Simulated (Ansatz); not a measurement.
# W: geometry relaxation

- system: W (Pm-3m, 1 atom in the cell)
- method: DFT, PBE, PAW with Ansatz's default frozen-core files, scalar-relativistic, no spin polarisation (Ansatz 0.2.0)

The structure was built on a prototype by a generator; it need not be a known phase. Its volume is 0.74 times that of the source entry. It belongs to a series of runs on one base structure; here: sc relaxed under pressure, PAW files. Figures and captions count atoms from 1; the log counts them from 0 in places.

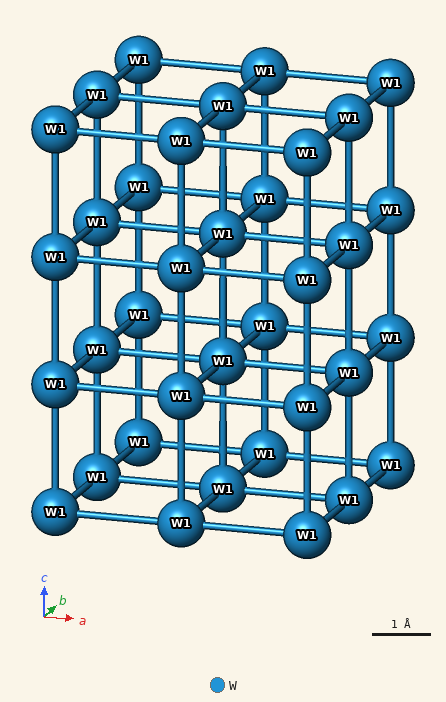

**Figure 1.** The starting structure (ball-and-stick view of the cell of the calculation, repeated 2 × 2 × 3, seen slightly off an axis; atoms are numbered from 1 in the order of the input). Near neighbours in the crystal (not all of them lie inside the picture): W has 6 W at 2.30 Å.

## Results in brief

- outcome: converged
- space group (tolerance 0.01 Å): Pm-3m (221)
- electrons treated: 14
- free energy: −10380.8442 eV
- Fermi energy: 29.575 eV
- pressure: 189.99 GPa
- final volume: 12.37 Å³
- largest force (length of the vector) at the end: under 0.001 eV/Å
- final cell: a = 2.313 Å, b = 2.313 Å, c = 2.313 Å, α = 90.00°, β = 90.00°, γ = 90.00°
- hardware: 1 thread of AMD EPYC (Zen 5), 64 GiB of memory available, shared host
- wall time: 3.5 s
- peak memory: 0.36 GiB

## Remarks

Spin–orbit coupling is left out, which matters for W. The cell was relaxed to the target pressure of the input; what is minimised is then the enthalpy E + pV.

## Input
```yaml
crystal:
  lattice:
    - [2.2990591928, 0.0, 0.0]
    - [0.0, 2.2990591928, 0.0]
    - [0.0, 0.0, 2.2990591928]
  atoms:
    - { symbol: W, position: [0.0, 0.0, 0.0] }
kpoints:
  mp_grid: { grid: [16, 16, 16] }
scf:
  occupations: { method: fermi_dirac, width: 0.1 }
hamiltonian:
  xc: pbe
  pseudopotentials: { kind: paw }
output:
  forces: true
  stress: true
  eigenvalues: true
  write_density: true
  write_potential: true
  elf: true
  volumetric_format: npy
relax:
  f_tol: 0.005
  max_steps: 40
  cell: { p_target: 190.0, stress_tol: 0.095 }
```

Launch command:
```bash
ansatz run input.yaml --threads 1 --pin off --max-ram 3584MiB --backend cpu --events-out ev --progress --plain --runs-dir out
```

## Output
```
Engine: ansatz 0.2.0, x86_64-unknown-linux-gnu
Pseudopotentials: kind: paw
Pseudopotential: W, paw, valence charge 14, recommended cutoff 420 eV (normal), W.paw.azcp
Functional definition: PBE
  parameter kappa = 0.804
  parameter beta = 0.06672455060314922
  exchange = pbe_x(kappa = kappa, mu = beta*pi^2/3)
  correlation = pbe_c(beta = beta)
Crystal: 1 atoms, lattice volume = 12.152 Å³
Basis set: ecut = 420 eV, 251 PW (Γ), exchange–correlation on 32×32×32 points (8 copies of the dense FFT grid, shifted against one another)
Bands: 11, of which v1, the nominal top of the filled ones, is band 7 counted from 1 (6 counted from 0)
Symmetry: 48 space group operations
Space group: Pm-3m (ITA 221), of the structure as read, at distance tolerance 2.3e-5 Å
k-points: 165 of 4096
Non-local potential: W, projectors of the file, l = 0: 3, l = 1: 2, l = 2: 2, l = 3: 1
PAW form: soft (Blöchl's): semilocal exchange-correlation on the pseudo side does not see the compensation charge
PAW one-centre angular grid: W, 590 points (default); XC on 64 Gauss nodes
Initial density: superposition of atomic densities (neutral atoms: chi_scale 0, normalization atom), corrected by the library's trained network
Initial wavefunctions: pseudopotential atomic-orbital guess
Functional: x = pbe(κ = 0.804, μ = 0.2195149727645171), c = pbe(β = 0.06672455060314922)
SCF iter   1: F=—  HF=-10380.573139 eV  |F-HF|=—  |Δ(HF+E_count)|=         —  Δρ=1.90e-2  dr2=1.22e-2  ethr=1.77e-3  ⟨swp⟩=5.0  Hψ=10181  notcnv=0
preconditioner: auto → none  [metal: Δε(μ)=0.021 eV  Ē_g=11.685 eV  σ=0.100 eV  W_gap=0.05  n_scr=6 (ndim 8)  ℏωp=26.1 eV  f_vac=0.000  D(μ)=1.05/eV (n_scr^D=18)  sad-step TF]
SCF iter   2: F=—  HF=-10380.574013 eV  |F-HF|=—  |Δ(HF+E_count)|=   8.74e-4  Δρ=1.13e-2  dr2=4.45e-3  ethr=8.71e-5  ⟨swp⟩=1.0  Hψ=3135  notcnv=0
SCF iter   3: F=—  HF=-10380.574753 eV  |F-HF|=—  |Δ(HF+E_count)|=   7.40e-4  Δρ=4.82e-4  dr2=1.15e-5  ethr=3.18e-5  ⟨swp⟩=1.0  Hψ=1815  notcnv=0
SCF iter   4: F=—  HF=-10380.574734 eV  |F-HF|=—  |Δ(HF+E_count)|=   1.91e-5  Δρ=1.79e-4  dr2=3.62e-6  ethr=8.18e-8  ⟨swp⟩=2.1  Hψ=2810  notcnv=0
iter 5 did not close the SCF: its close was put off for the readings that it lacked (scf_convergence_deferred on its scf_iter line)
SCF iter   5: F=-10380.574732 eV  HF=-10380.574732 eV  |F-HF|=9.90e-9  |Δ(HF+E_count)|=   1.71e-6  Δρ=2.06e-5  dr2=2.44e-8  ethr=2.59e-8  ⟨swp⟩=2.5  Hψ=2867  notcnv=0
SCF iter   6: F=-10380.574732 eV  HF=-10380.574732 eV  |F-HF|=1.64e-10  |Δ(HF+E_count)|=   3.15e-9  Δρ=3.27e-6  dr2=3.23e-10  ethr=1.75e-10  ⟨swp⟩=5.8  Hψ=9680  notcnv=0
SCF 1 converged in 6 iterations: F = -10380.574732 eV  dr2 = 3.23e-10
  greatest PAW one-centre occupation: 0.999 electrons in one spin orbital (limit 2), on the W atom at site 0 (counted from 0), in its partial waves of l = 0
relax step   1: F+E_penalty+E_count = -10380.57473230 eV  Δ(F+E_penalty+E_count) = +0.000e0 eV  max|allowed force component| = 0.000e0 eV/Å  Δτ_max = 0.0000 Å  P = +205.483 GPa  Ω = 12.152 Å³  (6 SCF iters, dr2 threshold 1.00e-7 eV, accepted)
Crystal: 1 atoms, lattice volume = 12.719 Å³
Initial density: handed on by an earlier stage of this run
Initial wavefunctions: those handed on with the density
iter 1 solved again at ethr=6.83e-6 eV; its pass at ethr=3.10e-3 eV (dr2=9.57e-4 eV) is discarded
SCF iter   1: F=—  HF=-10381.232278 eV  |F-HF|=—  |Δ(HF+E_count)|=         —  Δρ=2.93e-3  dr2=9.13e-4  ethr=6.83e-6  ⟨swp⟩=1.2  Hψ=12520  notcnv=0
preconditioner: auto → none  [metal: Δε(μ)=0.017 eV  Ē_g=11.190 eV  σ=0.100 eV  W_gap=0.04  n_scr=6 (ndim 8)  ℏωp=25.5 eV  f_vac=0.000  D(μ)=1.07/eV (n_scr^D=18)]
SCF iter   2: F=—  HF=-10381.232165 eV  |F-HF|=—  |Δ(HF+E_count)|=   1.13e-4  Δρ=1.19e-3  dr2=8.67e-5  ethr=6.52e-6  ⟨swp⟩=2.4  Hψ=2417  notcnv=0
SCF iter   3: F=—  HF=-10381.232187 eV  |F-HF|=—  |Δ(HF+E_count)|=   2.20e-5  Δρ=2.10e-4  dr2=2.12e-6  ethr=6.19e-7  ⟨swp⟩=1.9  Hψ=2528  notcnv=0
SCF iter   4: F=-10381.232191 eV  HF=-10381.232191 eV  |F-HF|=3.01e-8  |Δ(HF+E_count)|=   3.26e-6  Δρ=2.22e-5  dr2=1.70e-8  ethr=7.14e-10  ⟨swp⟩=7.6  Hψ=11919  notcnv=0
SCF 2 converged in 4 iterations: F = -10381.232191 eV  dr2 = 1.70e-8
relax step   2: F+E_penalty+E_count = -10381.23219071 eV  Δ(F+E_penalty+E_count) = -6.575e-1 eV  max|allowed force component| = 0.000e0 eV/Å  Δτ_max = 0.0000 Å  P = +167.505 GPa  Ω = 12.719 Å³  energy of the carried Pulay correction = -4.884e-4 eV  (4 SCF iters, dr2 threshold 1.00e-7 eV, rejected (line search))
Crystal: 1 atoms, lattice volume = 12.377 Å³
iter 1 solved again at ethr=2.13e-6 eV; its pass at ethr=3.10e-3 eV (dr2=2.98e-4 eV) is discarded
SCF iter   1: F=—  HF=-10380.851768 eV  |F-HF|=—  |Δ(HF+E_count)|=         —  Δρ=1.73e-3  dr2=3.02e-4  ethr=2.13e-6  ⟨swp⟩=1.3  Hψ=12641  notcnv=0
preconditioner: auto → none  [metal: Δε(μ)=0.042 eV  Ē_g=11.489 eV  σ=0.100 eV  W_gap=0.10  n_scr=6 (ndim 8)  ℏωp=25.9 eV  f_vac=0.000  D(μ)=1.07/eV (n_scr^D=18)]
SCF iter   2: F=—  HF=-10380.851730 eV  |F-HF|=—  |Δ(HF+E_count)|=   3.82e-5  Δρ=6.98e-4  dr2=2.83e-5  ethr=2.13e-6  ⟨swp⟩=2.5  Hψ=2458  notcnv=0
SCF iter   3: F=—  HF=-10380.851719 eV  |F-HF|=—  |Δ(HF+E_count)|=   1.16e-5  Δρ=1.23e-4  dr2=6.75e-7  ethr=2.02e-7  ⟨swp⟩=2.0  Hψ=2555  notcnv=0
SCF iter   4: F=—  HF=-10380.851721 eV  |F-HF|=—  |Δ(HF+E_count)|=   2.83e-6  Δρ=1.27e-5  dr2=5.26e-9  ethr=4.82e-9  ⟨swp⟩=2.4  Hψ=2665  notcnv=0
SCF iter   5: F=-10380.851721 eV  HF=-10380.851721 eV  |F-HF|=1.82e-12  |Δ(HF+E_count)|=   9.29e-9  Δρ=6.29e-7  dr2=1.39e-11  ethr=1.00e-12  ⟨swp⟩=5.6  Hψ=9081  notcnv=0
SCF 3 converged in 5 iterations: F = -10380.851721 eV  dr2 = 1.39e-11
relax step   3: F+E_penalty+E_count = -10380.85172135 eV  Δ(F+E_penalty+E_count) = -2.770e-1 eV  max|allowed force component| = 0.000e0 eV/Å  Δτ_max = 0.0000 Å  P = +189.548 GPa  Ω = 12.377 Å³  energy of the carried Pulay correction = -1.964e-4 eV  (5 SCF iters, accepted)
Crystal: 1 atoms, lattice volume = 12.371 Å³
iter 1 solved again at ethr=1.26e-9 eV; its pass at ethr=3.10e-3 eV (dr2=1.77e-7 eV) is discarded
SCF iter   1: F=—  HF=-10380.844050 eV  |F-HF|=—  |Δ(HF+E_count)|=         —  Δρ=3.41e-5  dr2=1.18e-7  ethr=1.26e-9  ⟨swp⟩=2.0  Hψ=12074  notcnv=0
preconditioner: auto → none  [metal: Δε(μ)=0.041 eV  Ē_g=11.496 eV  σ=0.100 eV  W_gap=0.10  n_scr=6 (ndim 8)  ℏωp=25.9 eV  f_vac=0.000  D(μ)=1.07/eV (n_scr^D=18)]
SCF iter   2: F=-10380.844027 eV  HF=-10380.844027 eV  |F-HF|=5.19e-9  |Δ(HF+E_count)|=   2.29e-5  Δρ=1.37e-5  dr2=1.13e-8  ethr=7.14e-10  ⟨swp⟩=6.1  Hψ=9942  notcnv=0
SCF 4 converged in 2 iterations: F = -10380.844027 eV  dr2 = 1.13e-8
relax step   4: F+E_penalty+E_count = -10380.84402720 eV  Δ(F+E_penalty+E_count) = +7.694e-3 eV  max|allowed force component| = 0.000e0 eV/Å  Δτ_max = 0.0000 Å  P = +189.992 GPa  Ω = 12.371 Å³  energy of the carried Pulay correction = -1.908e-4 eV  (2 SCF iters, dr2 threshold 1.00e-7 eV, accepted)
Initial wavefunctions: pseudopotential atomic-orbital guess (no wavefunctions were taken with the density)
iter 1 solved again at ethr=3.03e-8 eV; its pass at ethr=3.10e-3 eV (dr2=4.25e-6 eV) is discarded
SCF iter   1: F=—  HF=-10380.844249 eV  |F-HF|=—  |Δ(HF+E_count)|=         —  Δρ=6.39e-5  dr2=8.58e-8  ethr=3.03e-8  ⟨swp⟩=3.1  Hψ=15275  notcnv=0
SCF iter   2: F=—  HF=-10380.844226 eV  |F-HF|=—  |Δ(HF+E_count)|=   2.32e-5  Δρ=3.07e-5  dr2=1.81e-8  ethr=6.13e-10  ⟨swp⟩=1.9  Hψ=2199  notcnv=0
SCF iter   3: F=—  HF=-10380.844226 eV  |F-HF|=—  |Δ(HF+E_count)|=   3.75e-9  Δρ=1.76e-6  dr2=8.55e-11  ethr=1.29e-10  ⟨swp⟩=2.0  Hψ=2910  notcnv=0
SCF iter   4: F=-10380.844226 eV  HF=-10380.844226 eV  |F-HF|=0.00e0  |Δ(HF+E_count)|=  5.46e-11  Δρ=2.09e-7  dr2=2.61e-12  ethr=1.00e-12  ⟨swp⟩=6.5  Hψ=7885  notcnv=0
SCF 5 converged in 4 iterations: F = -10380.844226 eV  dr2 = 2.61e-12
relax step   5: F+E_penalty+E_count = -10380.84422605 eV  Δ(F+E_penalty+E_count) = -1.988e-4 eV  max|allowed force component| = 0.000e0 eV/Å  Δτ_max = 0.0000 Å  P = +189.990 GPa  Ω = 12.371 Å³  stress off target by 1.02e-2 GPa  SCF on the basis re-selected at this cell (its energy is not comparable with the rows above)  (4 SCF iters)
```

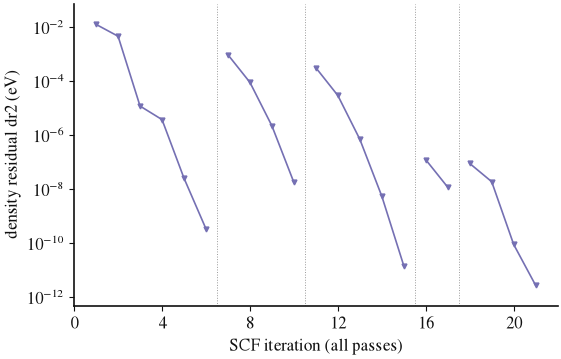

**Figure 2.** Convergence of the self-consistent field: density residual dr2 against the SCF iteration. The dotted lines part the SCF passes of the relaxation: geometry steps, rejected trials and re-solves on a re-selected basis. The 5 passes take 2 to 6 iterations each, 21 in all.

```
basis re-selected at this cell: Δ(F+E_penalty+E_count) = -1.988e-4 eV, ΔP = -0.002 GPa vs the last step (what re-selecting the basis moved, of the pressure what is left beyond the Pulay correction that the steps carried, after the strain that the cell walked since its last selection, with what the two solves' SCF thresholds leave and, on support functions, any second-order correction that the steps lacked; it is no measure of the basis error at this ecutwfc). This SCF's stress stands 1.02e-2 GPa from its target on what of the cell is left free (relax.cell.stress_tol is 9.50e-2 GPa) and its largest allowed force component is 0.00e0 eV/Å (relax.f_tol is 5.00e-3 eV/Å): within both
SCF converged after 4 iterations
Free energy (F): -10380.844226 eV
Harris-Foulkes:  -10380.844226 eV  (|F-HF|=0.00e0)
Internal energy: -10380.811436 eV  (E = F + TS)
E sigma→0 (E₀):  -10380.827831 eV
Entropy (-TS):   -0.032790 eV (-32.790 meV/atom)
Fermi energy:    29.575000 eV
--- Per-component energies (eV) ---
  E_band       = 11.485571
  E_kinetic    = 470.744123
  E_local      = -486.836130  (includes V_loc(G=0)·N_el)
  E_nonlocal   = 7.129588
  E_hartree    = 197.472403
  E_xc         = -272.381669
  E_vxc        = -246.099269  (∫ρ·V_xc dr)
  E_paw        = -8565.715751  (= ΣΔE_a)
  E_vpaw       = -128.397449  (= ΣTr[D̂ρ^β])
  E_aug_tail   = -0.000059  (compensation charges beyond the density's cutoff)
  E_ewald      = -1731.223940
  E_smearing   = -0.032790  (= −TS)
  E_closure    = 0.000000  (closes the sum)
  Σ components = -10380.844226   (vs F -10380.844226, Δ=0.00e0)
--- Forces (eV/Å), atoms counted from 1 ---
  atom   1  W      0.00000000     0.00000000    -0.00000000
  max |Σ_I F_I| component: 9.24e-33 eV/Å
--- Stress (GPa, compression-positive) ---
      189.989777       0.000000       0.000000
        0.000000     189.989777       0.000000
        0.000000       0.000000     189.989777
  P = ⅓ Tr σ = 189.9898 GPa (1899.898 kbar)
--- Band table (eV; the first three rows and the last of 165) ---
  k-point 0: bands = ["-44.6349", "-7.1843", "-7.1843", "-7.1843", "19.1628", "22.6146", "22.6146", "37.3962", "37.3962", "37.3962", "48.1072"]
  k-point 1: bands = ["-44.6188", "-7.3612", "-7.1701", "-7.1701", "19.3647", "22.6673", "22.8897", "36.9541", "36.9541", "37.4250", "47.2239"]
  k-point 2: bands = ["-44.5726", "-7.8473", "-7.1294", "-7.1294", "19.8830", "22.8202", "23.7316", "35.8675", "35.8675", "37.5080", "45.3973"]
  k-point 164: bands = ["-43.3685", "-9.8586", "-9.8586", "-9.8586", "22.7975", "22.7975", "22.7975", "35.6831", "42.6600", "42.6600", "48.3701"]
--- Relaxed structure (4 steps of the walk, 3 accepted, 1 SCFs on fresh bases) ---
  F+E_penalty+E_count = -10380.84422605 eV   max|allowed force component| = 0.000e0 eV/Å   (the final SCF, on the basis selected at the relaxed cell)
  cell:  # Å, volume = 12.3705 Å³
    - [2.3127543082949766, -2.0061770254033706e-36, 1.0030885127016853e-36]
    - [-2.0061770254033706e-36, 2.3127543082949766, -1.6049416203226965e-35]
    - [1.0030885127016853e-36, -1.6049416203226965e-35, 2.3127543082949766]
  atoms:
    - { symbol: W, position: [0.0, 0.0, 0.0] }
```

## File rho_z.tsv
```
# z_ang	rho[e/angstrom^3]
# format = ansatz-planar-average/11
# lattice	2.312754308	-0.000000000	0.000000000
# lattice	-0.000000000	2.312754308	-0.000000000
# lattice	0.000000000	-0.000000000	2.312754308
# sites	1
# site	74	0.000000000	0.000000000	0.000000000
0.000000	2.019454e0
0.144547	1.957799e0
0.289094	1.756233e0
0.433641	1.420161e0
0.578189	1.035779e0
0.722736	7.169873e-1
0.867283	5.203852e-1
1.011830	4.319380e-1
1.156377	4.095230e-1
1.300924	4.319380e-1
1.445471	5.203852e-1
1.590019	7.169873e-1
1.734566	1.035779e0
1.879113	1.420161e0
2.023660	1.756233e0
2.168207	1.957799e0
```

## Trajectory as extended XYZ (Å, eV, eV/Å), 5 frames, from step=1 to step=5
```
1
Lattice="2.2991 0.0000 0.0000 0.0000 2.2991 0.0000 0.0000 0.0000 2.2991" Properties=species:S:1:pos:R:3:forces:R:3 step=1 energy=-10380.57473 pressure_GPa=205.48
W     0.0000    0.0000    0.0000    0.0000   0.0000   0.0000
1
Lattice="2.3343 0.0000 0.0000 0.0000 2.3343 0.0000 0.0000 0.0000 2.3343" Properties=species:S:1:pos:R:3:forces:R:3 step=2 energy=-10381.23219 pressure_GPa=167.50 accepted=F
W     0.0000    0.0000    0.0000    0.0000   0.0000   0.0000
1
Lattice="2.3132 0.0000 0.0000 0.0000 2.3132 0.0000 0.0000 0.0000 2.3132" Properties=species:S:1:pos:R:3:forces:R:3 step=3 energy=-10380.85172 pressure_GPa=189.55
W     0.0000    0.0000    0.0000    0.0000   0.0000   0.0000
1
Lattice="2.3128 0.0000 0.0000 0.0000 2.3128 0.0000 0.0000 0.0000 2.3128" Properties=species:S:1:pos:R:3:forces:R:3 step=4 energy=-10380.84403 pressure_GPa=189.99
W     0.0000    0.0000    0.0000    0.0000   0.0000   0.0000
1
Lattice="2.3128 0.0000 0.0000 0.0000 2.3128 0.0000 0.0000 0.0000 2.3128" Properties=species:S:1:pos:R:3:forces:R:3 step=5 energy=-10380.84423 pressure_GPa=189.99
W     0.0000    0.0000    0.0000    0.0000   0.0000   0.0000
```

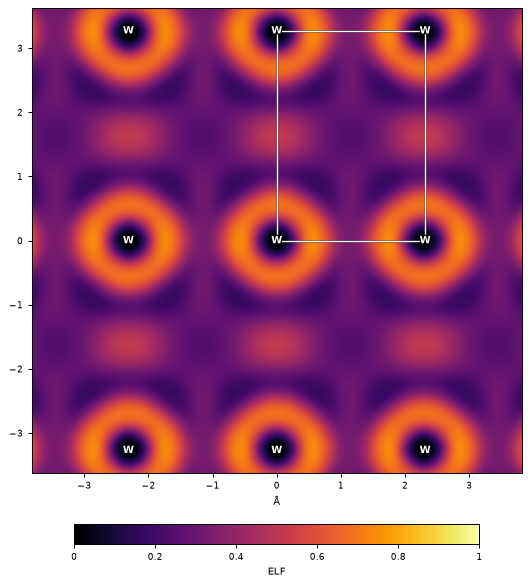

**Figure 3.** ELF on the (110) plane of the conventional cell. Atoms in the plane: W. W–W (2.31 Å): the ELF is about 0.35 at the midpoint; no shared electron pair. The strong features right at W lie inside the PAW spheres (semicore, d or f shells) and say nothing about bonding. The fields are those of the smooth PAW valence density.

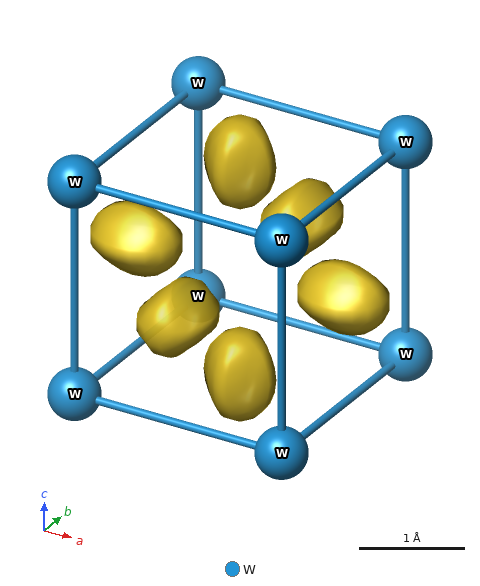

**Figure 4.** Isosurface of the electron localisation function at 0.4 (yellow), seen at an oblique angle. Only the valence region is drawn (cores and ρ < 0.01 e/Å³ removed). Sticks mark near contacts. The outline is the cell set on symmetry axes. Values along the shortest contacts: W–W (2.31 Å): the ELF is about 0.35 at the midpoint; no shared electron pair.
